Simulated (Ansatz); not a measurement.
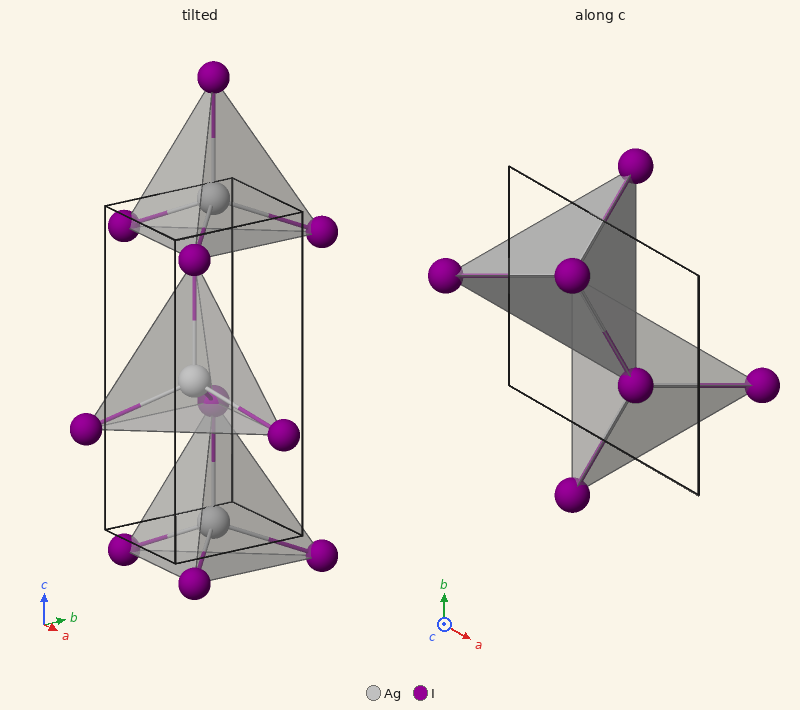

This polyhedral model is shown slightly off an axis and along the c axis. The conventional unit cell is outlined; an atom on or near a face, edge or corner is repeated at each equivalent position. A few atoms beyond the faces are included.

AgI, wurtzite, space group P6_3mc (No. 186), a = 4.651 Å, b = 4.651 Å, c = 7.637 Å, α = 90.00°, β = 90.00°, γ = 120.00°. The model was built from a structure type filled with these elements by a generator (whether the compound takes this form wasn't checked). The cell was then strained or its atoms displaced on purpose. It was the input of a calculation with Ansatz.

This one geometry was computed with Ansatz (DFT, plane waves, PAW) at three levels of theory: HSE06, r2SCAN and PBE. It was relaxed with r2SCAN and then strained.

> How does the band gap change with the level of theory?

PBE: a gap of 1.36 eV, direct; r2SCAN: a gap of 1.86 eV, direct; HSE06: a gap of 2.53 eV, direct.

> Collect the results in a table.

| level | cutoff (eV) | k-mesh of the run's cell | gap (eV) | pressure (GPa) |
| --- | --- | --- | --- | --- |
| HSE06 | 420 | 6×6×2 | 2.53 | 0.4 |
| r2SCAN | 500 | 6×6×4 | 1.86 | -0.2 |
| PBE | 420 | 6×6×4 | 1.36 | 0.5 |

Gaps are taken on the k-mesh or band path of each run.
